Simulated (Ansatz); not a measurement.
Run report: Mo$_{8}$Te$_{16}$H, geometry relaxation (part 1 of 4)

Mo$_{8}$Te$_{16}$H (defect cell, 25 atoms in the cell), computed with DFT PBE, scalar-relativistic, plane waves, PAW, spin-polarised (Ansatz 0.2.0).

The structure derives from a Materials Project entry. It belongs to a series of runs on one base structure; here: H interstitial, charge +0, atoms relaxed at the host's cell. Figures and captions count atoms from 1; the log counts them from 0 in places.

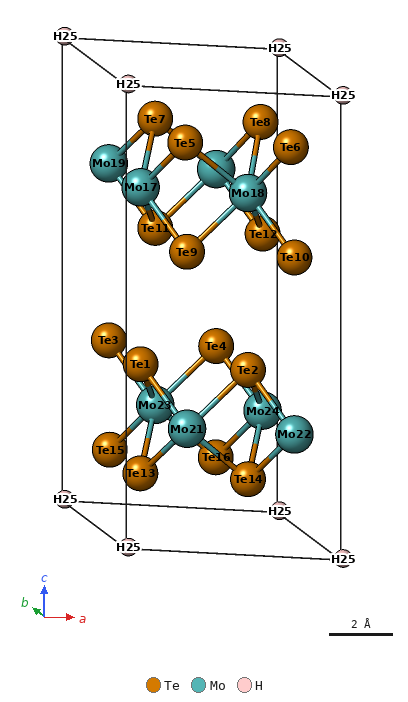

Fig. 1: The structure as given in the input (ball-and-stick view of the cell of the calculation, seen slightly off an axis; atoms are numbered from 1 in the order of the input). An atom can appear more than once, as a periodic image.

**Results in brief**

| quantity | value |
| --- | --- |
| outcome | converged |
| electrons treated | 369 |
| free energy | −151348.5993 eV |
| Fermi energy | 11.003 eV |
| gap on the k-point mesh | 0.20 eV |
| net moment of the cell | 0.50 μB |
| integrated absolute moment | 0.73 μB |
| final volume | 671.84 Å³ |
| largest force (length of the vector) at the end | 0.009 eV/Å |
| hardware | 4 threads of Intel Xeon @ 2.90GHz (Ice Lake), 192 GiB of memory available, shared host |
| wall time | 12 min (CPU time 45 min) |
| peak memory | 3.9 GiB |

**Notes**

So coarse a mesh can miss the band edges, so the true gap of this method can be much smaller, or zero. The k-point mesh is coarse for a cell of this size, so the results may not be converged.

**Input file**
```yaml
crystal:
  lattice:
    - [3.5566633053, -6.16032155, 0.0]
    - [-7.1133266104, -1.0e-10, 0.0]
    - [0.0, 0.0, -15.3316102852]
  atoms:
    - { symbol: Te, position: [0.1666666667, 0.3333333333, 0.3679298312] }
    - { symbol: Te, position: [0.6666666667, 0.3333333333, 0.3679298312] }
    - { symbol: Te, position: [0.1666666667, 0.8333333333, 0.3679298312] }
    - { symbol: Te, position: [0.6666666667, 0.8333333333, 0.3679298312] }
    - { symbol: Te, position: [0.3227408004, 0.1598910102, 0.8683729215], spin: 0.143 }
    - { symbol: Te, position: [0.8182936567, 0.1711661703, 0.8695880594], spin: 0.143 }
    - { symbol: Te, position: [0.3333333333, 0.6666666667, 0.8679298312] }
    - { symbol: Te, position: [0.8200881259, 0.654010186, 0.8741641993], spin: 0.143 }
    - { symbol: Te, position: [0.3333333333, 0.1666666667, 0.6320701688] }
    - { symbol: Te, position: [0.8333333333, 0.1666666667, 0.6320701688] }
    - { symbol: Te, position: [0.3333333333, 0.6666666667, 0.6320701688] }
    - { symbol: Te, position: [0.8333333333, 0.6666666667, 0.6320701688] }
    - { symbol: Te, position: [0.1671264248, 0.339313928, 0.1317641246], spin: 0.143 }
    - { symbol: Te, position: [0.6666666667, 0.3333333333, 0.1320701688] }
    - { symbol: Te, position: [0.174754652, 0.8457256756, 0.1307598698], spin: 0.143 }
    - { symbol: Te, position: [0.666136284, 0.838376242, 0.1271567098], spin: 0.143 }
    - { symbol: Mo, position: [0.1666666667, 0.3333333333, 0.75] }
    - { symbol: Mo, position: [0.6666666667, 0.3333333333, 0.75] }
    - { symbol: Mo, position: [0.1666666667, 0.8333333333, 0.75] }
    - { symbol: Mo, position: [0.6666666667, 0.8333333333, 0.75] }
    - { symbol: Mo, position: [0.3333333333, 0.1666666667, 0.25] }
    - { symbol: Mo, position: [0.8333333333, 0.1666666667, 0.25] }
    - { symbol: Mo, position: [0.3333333333, 0.6666666667, 0.25] }
    - { symbol: Mo, position: [0.8333333333, 0.6666666667, 0.25] }
    - { symbol: H, position: [0.0104967683, -0.0020727107, 0.0038630582], spin: 0.143 }
  host:
    lattice:
      - [3.5566633052, 0.0, 0.0]
      - [-1.7783316526, 3.080160775, 0.0]
      - [0.0, 0.0, 15.3316102852]
    atoms:
      - { symbol: Te, position: [0.3333333333, 0.6666666667, 0.6320701688] }
      - { symbol: Te, position: [0.6666666667, 0.3333333333, 0.1320701688] }
      - { symbol: Te, position: [0.6666666667, 0.3333333333, 0.3679298312] }
      - { symbol: Te, position: [0.3333333333, 0.6666666667, 0.8679298312] }
      - { symbol: Mo, position: [0.3333333333, 0.6666666667, 0.25] }
      - { symbol: Mo, position: [0.6666666667, 0.3333333333, 0.75] }
basis:
  ecutwfc: 420
  xc_grid: 2
kpoints:
  mp_grid: { grid: [2, 2, 2], shift: [0.0, 0.0, 0.0] }
hamiltonian:
  xc: pbe
scf:
  occupations: { method: gaussian, width: 0.01 }
output:
  forces: true
  stress: false
  eigenvalues: true
  populations: true
  charged_corrections:
    defect_position: [0.0, 0.0, 0.0]
    epsilon: [[19.933, 0.0, 0.0], [0.0, 19.933, 0.0], [0.0, 0.0, 6.4737]]
  write_density: true
  write_potential: true
  elf: true
  volumetric_format: npy
magnetization:
  spin_polarized: true
relax:
  adjacent_minimum: "off"
  f_tol: 0.025
  max_steps: 45
```

Run as:
```bash
ansatz run input.yaml --threads 4 --pin off --max-ram 10240MiB --backend cpu --events-out ev --progress --plain --runs-dir out
```

**Log**
```
Engine: ansatz 0.2.0, x86_64-unknown-linux-gnu
Pseudopotentials: kind: paw
Pseudopotential: Te, paw, valence charge 16, recommended cutoff 420 eV (normal), Te.paw.azcp
Pseudopotential: Mo, paw, valence charge 14, recommended cutoff 420 eV (normal), Mo.paw.azcp
Pseudopotential: H, paw, valence charge 1, recommended cutoff 420 eV (normal), H.paw.azcp
Functional definition: PBE
  parameter kappa = 0.804
  parameter beta = 0.06672455060314922
  exchange = pbe_x(kappa = kappa, mu = beta*pi^2/3)
  correlation = pbe_c(beta = beta)
Crystal: 25 atoms, lattice volume = 671.837 Å³
Basis set: ecut = 420 eV, 13065 PW (Γ), exchange–correlation on 96×96×216 points (8 copies of the dense FFT grid, shifted against one another)
Bands: 223, of which v1, the nominal top of the filled ones, is band 185 counted from 1 (184 counted from 0)
Symmetry: 1 space group operations
Space group: P1 (ITA 1), of the structure as read, at distance tolerance 8.8e-5 Å
Magnetic group: BNS 1.1 (UNI 1), of the structure as read, at distance tolerance 8.8e-5 Å
k-points: 8
Non-local potential: Te, projectors of the file, l = 0: 2, l = 1: 2, l = 2: 2, l = 3: 2
Non-local potential: Mo, projectors of the file, l = 0: 3, l = 1: 2, l = 2: 2, l = 3: 1
Non-local potential: H, projectors of the file, l = 0: 2, l = 1: 1
PAW form: soft (Blöchl's): semilocal exchange-correlation on the pseudo side does not see the compensation charge
PAW one-centre angular grid: Te, 590 points (default); XC on 64 Gauss nodes
PAW one-centre angular grid: Mo, 590 points (default); XC on 64 Gauss nodes
PAW one-centre angular grid: H, 110 points (default); XC on 64 Gauss nodes
Starting moments: Σ|m| = 1.001 μB on 7 of 25 sites
Initial wavefunctions: pseudopotential atomic-orbital guess
Functional: x = pbe(κ = 0.804, μ = 0.2195149727645171), c = pbe(β = 0.06672455060314922)
SCF iter   1: F=—  HF=-151352.499194 eV  |F-HF|=—  |Δ(HF+E_count)|=         —  Δρ=2.33e-2 (↑2.32e-2 ↓2.33e-2)  dr2=1.99e1  dr2_m=8.43e-3  M=0.500 μB ∫|m|=0.571 μB  β_m=0.30  ethr=3.10e-3  ⟨swp⟩=6.0  Hψ=12889  notcnv=0  defer=9
Mixer restart at iter 1: flushing history
preconditioner: auto → Resta (q_TF=auto, 2.469 Å⁻¹)  ε∞=6.4  [insulator: Δε(μ)=0.038 eV  Ē_g=7.401 eV  σ=0.010 eV  W_gap=0.59  n_scr=174 (ndim 8)  ℏωp=17.3 eV  f_vac=0.079  D(μ)=20.53/eV (n_scr^D=148)  ε∞_Penn≈6.4]
spin=Collinear: Resta preconditioning applied to the charge; magnetization (m = ρ↑ − ρ↓) channel mixes plain (no charge-response kernel on spin).
SCF iter   2: F=—  HF=-151349.583888 eV  |F-HF|=—  |Δ(HF+E_count)|=    2.92e0  Δρ=1.25e-2 (↑1.25e-2 ↓1.25e-2)  dr2=6.67e0  dr2_m=6.71e-3  M=0.500 μB ∫|m|=0.580 μB  β_m=0.42  ethr=3.10e-3  ⟨swp⟩=2.0  Hψ=4628  notcnv=0  defer=482
SCF iter   3: F=—  HF=-151348.356031 eV  |F-HF|=—  |Δ(HF+E_count)|=    1.23e0  Δρ=6.50e-3 (↑6.47e-3 ↓6.50e-3)  dr2=2.03e0  dr2_m=3.06e-3  M=0.500 μB ∫|m|=0.586 μB  β_m=0.70  ethr=1.81e-3  ⟨swp⟩=2.0  Hψ=4459  notcnv=0  defer=482
SCF iter   4: F=—  HF=-151348.067473 eV  |F-HF|=—  |Δ(HF+E_count)|=   2.89e-1  Δρ=4.47e-3 (↑4.43e-3 ↓4.47e-3)  dr2=1.59e0  dr2_m=4.25e-4  M=0.501 μB ∫|m|=0.627 μB  β_m=0.53  ethr=5.50e-4  ⟨swp⟩=2.8  Hψ=4610  notcnv=0  defer=482
SCF iter   5: F=—  HF=-151347.956587 eV  |F-HF|=—  |Δ(HF+E_count)|=   1.11e-1  Δρ=1.26e-3 (↑1.23e-3 ↓1.26e-3)  dr2=7.91e-2  dr2_m=3.52e-4  M=0.502 μB ∫|m|=0.636 μB  β_m=0.63  ethr=4.32e-4  ⟨swp⟩=2.8  Hψ=4198  notcnv=0  defer=484
SCF iter   6: F=—  HF=-151347.962367 eV  |F-HF|=—  |Δ(HF+E_count)|=         —  Δρ=6.94e-4 (↑6.94e-4 ↓5.84e-4)  dr2=2.28e-2  dr2_m=5.47e-4  M=0.554 μB ∫|m|=0.708 μB  β_m=0.63  ethr=2.14e-5  ⟨swp⟩=2.8  Hψ=4049  notcnv=0  defer=484
SCF iter   7: F=—  HF=-151347.967752 eV  |F-HF|=—  |Δ(HF+E_count)|=   5.39e-3  Δρ=1.07e-3 (↑1.06e-3 ↓1.07e-3)  dr2=2.98e-2  dr2_m=4.52e-3  M=0.743 μB ∫|m|=0.892 μB  β_m=0.54  ethr=6.18e-6  ⟨swp⟩=3.2  Hψ=4608  notcnv=0  defer=484
SCF iter   8: F=—  HF=-151347.969552 eV  |F-HF|=—  |Δ(HF+E_count)|=   1.80e-3  Δρ=1.44e-3 (↑1.44e-3 ↓1.16e-3)  dr2=3.82e-3  dr2_m=9.98e-3  M=0.889 μB ∫|m|=1.033 μB  β_m=0.17  ethr=6.18e-6  ⟨swp⟩=2.0  Hψ=3979  notcnv=0  defer=484
SCF iter   9: F=-151347.999118 eV  HF=-151347.980783 eV  |F-HF|=1.83e-2  |Δ(HF+E_count)|=   1.12e-2  Δρ=1.55e-3 (↑1.55e-3 ↓1.37e-3)  dr2=2.24e-3  dr2_m=1.28e-2  M=1.000 μB ∫|m|=1.160 μB  β_m=0.13  ethr=1.03e-6  ⟨swp⟩=2.3  Hψ=4755  notcnv=0  defer=484
SCF iter  10: F=-151348.004452 eV  HF=-151347.991465 eV  |F-HF|=1.30e-2  |Δ(HF+E_count)|=   1.07e-2  Δρ=1.22e-3 (↑1.22e-3 ↓1.21e-3)  dr2=1.99e-3  dr2_m=8.76e-3  M=1.000 μB ∫|m|=1.193 μB  β_m=0.64  ethr=6.08e-7  ⟨swp⟩=2.6  Hψ=4718  notcnv=0  defer=484
SCF iter  11: F=-151348.009654 eV  HF=-151348.006059 eV  |F-HF|=3.59e-3  |Δ(HF+E_count)|=   1.46e-2  Δρ=8.37e-4 (↑8.37e-4 ↓7.38e-4)  dr2=2.69e-3  dr2_m=3.57e-3  M=1.000 μB ∫|m|=1.257 μB  β_m=0.82  ethr=5.39e-7  ⟨swp⟩=3.0  Hψ=5797  notcnv=0  defer=484
SCF iter  12: F=-151348.014078 eV  HF=-151348.013624 eV  |F-HF|=4.54e-4  |Δ(HF+E_count)|=   7.57e-3  Δρ=5.09e-4 (↑5.09e-4 ↓3.73e-4)  dr2=1.50e-3  dr2_m=1.06e-3  M=1.000 μB ∫|m|=1.319 μB  β_m=0.79  ethr=5.39e-7  ⟨swp⟩=3.0  Hψ=6461  notcnv=0  defer=484
SCF iter  13: F=-151348.014645 eV  HF=-151348.016046 eV  |F-HF|=1.40e-3  |Δ(HF+E_count)|=   2.42e-3  Δρ=2.68e-4 (↑2.68e-4 ↓2.50e-4)  dr2=2.00e-3  dr2_m=2.42e-4  M=1.000 μB ∫|m|=1.356 μB  β_m=0.64  ethr=4.07e-7  ⟨swp⟩=3.0  Hψ=5131  notcnv=0  defer=484
SCF iter  14: F=-151348.016444 eV  HF=-151348.016498 eV  |F-HF|=5.42e-5  |Δ(HF+E_count)|=   4.52e-4  Δρ=1.26e-4 (↑1.26e-4 ↓8.98e-5)  dr2=2.07e-4  dr2_m=4.92e-5  M=1.000 μB ∫|m|=1.376 μB  β_m=0.65  ethr=4.07e-7  ⟨swp⟩=2.0  Hψ=4583  notcnv=0  defer=484
SCF iter  15: F=-151348.016623 eV  HF=-151348.016634 eV  |F-HF|=1.14e-5  |Δ(HF+E_count)|=   1.36e-4  Δρ=3.30e-5 (↑2.93e-5 ↓3.30e-5)  dr2=4.70e-5  dr2_m=1.37e-6  M=1.000 μB ∫|m|=1.395 μB  β_m=0.77  ethr=5.60e-8  ⟨swp⟩=2.8  Hψ=5135  notcnv=0  defer=484
SCF iter  16: F=-151348.016627 eV  HF=-151348.016645 eV  |F-HF|=1.83e-5  |Δ(HF+E_count)|=   1.08e-5  Δρ=2.61e-5 (↑2.61e-5 ↓2.22e-5)  dr2=2.52e-5  dr2_m=1.12e-6  M=1.000 μB ∫|m|=1.393 μB  β_m=0.68  ethr=1.27e-8  ⟨swp⟩=2.0  Hψ=4596  notcnv=0  defer=484
SCF iter  17: F=-151348.016640 eV  HF=-151348.016647 eV  |F-HF|=6.67e-6  |Δ(HF+E_count)|=   1.59e-6  Δρ=1.42e-5 (↑1.42e-5 ↓1.15e-5)  dr2=9.82e-6  dr2_m=1.21e-7  M=1.000 μB ∫|m|=1.395 μB  β_m=0.62  ethr=6.82e-9  ⟨swp⟩=2.0  Hψ=4471  notcnv=0  defer=484
SCF iter  18: F=-151348.016647 eV  HF=-151348.016647 eV  |F-HF|=1.64e-7  |Δ(HF+E_count)|=   1.92e-7  Δρ=5.90e-6 (↑5.90e-6 ↓4.85e-6)  dr2=1.34e-6  dr2_m=3.35e-8  M=1.000 μB ∫|m|=1.395 μB  ethr=2.66e-9  ⟨swp⟩=15.0  Hψ=28505  notcnv=0
at 2 of the mixer's solves, the last at iteration 9, it left a direction of its history that read negative out of its fit and stepped the other way along it
SCF 1 converged in 18 iterations: F = -151348.016647 eV  dr2 = 1.34e-6
  greatest PAW one-centre occupation: 0.998 electrons in one spin orbital (limit 2), on the Mo atom at site 22 (counted from 0), in its partial waves of l = 0
relax step   1: F+E_penalty+E_count = -151348.01664690 eV  Δ(F+E_penalty+E_count) = +0.000e0 eV  max|allowed force component| = 8.255e-1 eV/Å  Δτ_max = 0.0000 Å  (18 SCF iters, dr2 threshold 1.56e-5 eV, accepted)
Initial density: handed on by an earlier stage of this run
Starting moments: Σ|m| = 1.001 μB on 7 of 25 sites; this step starts from the density that it was given
Initial wavefunctions: those handed on with the density
iter 1 solved again at ethr=8.65e-5 eV; its pass at ethr=3.10e-3 eV (dr2=3.19e-1 eV) is discarded
SCF iter   1: F=—  HF=-151348.016853 eV  |F-HF|=—  |Δ(HF+E_count)|=         —  Δρ=2.98e-3 (↑2.81e-3 ↓2.98e-3)  dr2=3.21e-1  dr2_m=5.93e-3  M=1.000 μB ∫|m|=1.381 μB  β_m=0.30  ethr=8.65e-5  ⟨swp⟩=2.0  Hψ=11576  notcnv=0  defer=499
preconditioner: auto → Resta (q_TF=auto, 2.469 Å⁻¹)  ε∞=6.8  [insulator: Δε(μ)=0.259 eV  Ē_g=7.134 eV  σ=0.010 eV  W_gap=1.00  n_scr=174 (ndim 8)  ℏωp=17.3 eV  f_vac=0.111  D(μ)=0.00/eV (n_scr^D=0)  ε∞_Penn≈6.8]
spin=Collinear: Resta preconditioning applied to the charge; magnetization (m = ρ↑ − ρ↓) channel mixes plain (no charge-response kernel on spin).
SCF iter   2: F=—  HF=-151348.003530 eV  |F-HF|=—  |Δ(HF+E_count)|=   1.33e-2  Δρ=1.91e-3 (↑1.83e-3 ↓1.91e-3)  dr2=7.43e-2  dr2_m=3.12e-3  M=1.000 μB ∫|m|=1.381 μB  β_m=0.32  ethr=8.65e-5  ⟨swp⟩=2.0  Hψ=3720  notcnv=0  defer=499
SCF iter   3: F=—  HF=-151348.006856 eV  |F-HF|=—  |Δ(HF+E_count)|=   3.33e-3  Δρ=1.32e-3 (↑1.27e-3 ↓1.32e-3)  dr2=3.22e-2  dr2_m=1.55e-3  M=1.000 μB ∫|m|=1.378 μB  β_m=0.42  ethr=2.01e-5  ⟨swp⟩=2.0  Hψ=3685  notcnv=0  defer=499
SCF iter   4: F=—  HF=-151348.011887 eV  |F-HF|=—  |Δ(HF+E_count)|=   5.03e-3  Δρ=3.98e-4 (↑3.98e-4 ↓3.79e-4)  dr2=4.88e-3  dr2_m=6.97e-5  M=1.000 μB ∫|m|=1.376 μB  β_m=0.43  ethr=8.74e-6  ⟨swp⟩=2.4  Hψ=4594  notcnv=0  defer=499
SCF iter   5: F=—  HF=-151348.011904 eV  |F-HF|=—  |Δ(HF+E_count)|=   1.69e-5  Δρ=1.52e-4 (↑1.52e-4 ↓1.52e-4)  dr2=7.83e-4  dr2_m=6.85e-6  M=1.000 μB ∫|m|=1.375 μB  β_m=0.58  ethr=1.32e-6  ⟨swp⟩=2.0  Hψ=4188  notcnv=0  defer=499
SCF iter   6: F=—  HF=-151348.011975 eV  |F-HF|=—  |Δ(HF+E_count)|=   7.16e-5  Δρ=1.18e-4 (↑1.16e-4 ↓1.18e-4)  dr2=9.13e-4  dr2_m=2.43e-6  M=1.000 μB ∫|m|=1.375 μB  β_m=0.58  ethr=2.12e-7  ⟨swp⟩=2.0  Hψ=4294  notcnv=0  defer=499
SCF iter   7: F=—  HF=-151348.011962 eV  |F-HF|=—  |Δ(HF+E_count)|=   1.38e-5  Δρ=2.76e-5 (↑2.76e-5 ↓2.76e-5)  dr2=2.83e-5  dr2_m=5.93e-7  M=1.000 μB ∫|m|=1.374 μB  β_m=0.79  ethr=2.12e-7  ⟨swp⟩=1.4  Hψ=3574  notcnv=0  defer=499
SCF iter   8: F=-151348.011977 eV  HF=-151348.011994 eV  |F-HF|=1.67e-5  |Δ(HF+E_count)|=   3.20e-5  Δρ=1.90e-5 (↑1.90e-5 ↓1.77e-5)  dr2=2.45e-5  dr2_m=1.09e-7  M=1.000 μB ∫|m|=1.374 μB  ethr=7.68e-9  ⟨swp⟩=15.5  Hψ=27998  notcnv=0
SCF 2 converged in 8 iterations: F = -151348.011977 eV  dr2 = 2.45e-5
[... from here on the iterations of each SCF are left out, up to the last one ...]
relax step   2: F+E_penalty+E_count = -151348.01197691 eV  Δ(F+E_penalty+E_count) = +4.670e-3 eV  max|allowed force component| = 9.250e-1 eV/Å  Δτ_max = 0.1902 Å  (8 SCF iters, dr2 threshold 4.26e-5 eV, rejected (line search))
[... from here on the SCF iterations and repeated set-up lines of each step are left out, up to the last step ...]
SCF 3 converged in 14 iterations: F = -151348.243356 eV  dr2 = 4.33e-8
relax step   3: F+E_penalty+E_count = -151348.24335602 eV  Δ(F+E_penalty+E_count) = -2.267e-1 eV  max|allowed force component| = 1.111e-1 eV/Å  Δτ_max = 0.0949 Å  (14 SCF iters, accepted)
SCF 4 converged in 14 iterations: F = -151348.289250 eV  dr2 = 4.81e-9
relax step   4: F+E_penalty+E_count = -151348.28924962 eV  Δ(F+E_penalty+E_count) = -4.589e-2 eV  max|allowed force component| = 1.316e-1 eV/Å  Δτ_max = 0.0972 Å  (14 SCF iters, dr2 threshold 7.71e-7 eV, accepted)
SCF 5 converged in 10 iterations: F = -151348.330129 eV  dr2 = 1.02e-6
relax step   5: F+E_penalty+E_count = -151348.33012908 eV  Δ(F+E_penalty+E_count) = -4.088e-2 eV  max|allowed force component| = 2.432e-1 eV/Å  Δτ_max = 0.1467 Å  (10 SCF iters, dr2 threshold 1.08e-6 eV, accepted)
SCF 6 converged in 11 iterations: F = -151348.438532 eV  dr2 = 4.20e-5
relax step   6: F+E_penalty+E_count = -151348.43853152 eV  Δ(F+E_penalty+E_count) = -1.084e-1 eV  max|allowed force component| = 4.648e-1 eV/Å  Δτ_max = 0.1950 Å  (11 SCF iters, dr2 threshold 5.91e-5 eV, accepted)
SCF 7 converged in 10 iterations: F = -151348.549419 eV  dr2 = 1.79e-6
relax step   7: F+E_penalty+E_count = -151348.54941882 eV  Δ(F+E_penalty+E_count) = -1.109e-1 eV  max|allowed force component| = 2.534e-1 eV/Å  Δτ_max = 0.1950 Å  (10 SCF iters, dr2 threshold 1.00e-4 eV, accepted)
SCF 8 converged in 9 iterations: F = -151348.587902 eV  dr2 = 5.60e-6
relax step   8: F+E_penalty+E_count = -151348.58790162 eV  Δ(F+E_penalty+E_count) = -3.848e-2 eV  max|allowed force component| = 2.402e-1 eV/Å  Δτ_max = 0.2000 Å  (9 SCF iters, dr2 threshold 1.91e-5 eV, accepted)
SCF 9 converged in 8 iterations: F = -151348.596879 eV  dr2 = 5.08e-6
```
